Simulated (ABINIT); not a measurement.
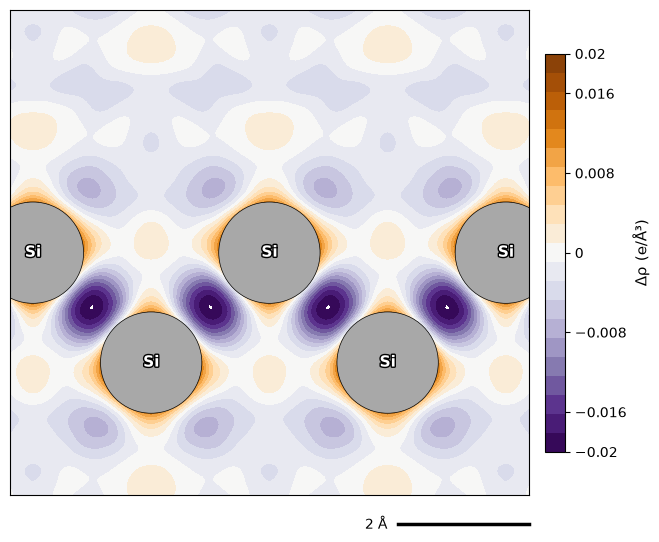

Si. Difference of the valence pseudo-densities of two functionals at the same geometry, on the (110) plane of the calculation cell: LDA less SCAN.

Space group I4₁/amd; a structure from a database of computed crystals, not necessarily the ambient phase.

Both computed with ABINIT (plane waves, PAW), on the same k-point mesh. Grey discs cover the atomic cores.

Question: Where does the change of functional move the electrons?

Answer: Against SCAN, LDA gives a change of −0.020 e/Å³ at the midpoint of Si–Si.
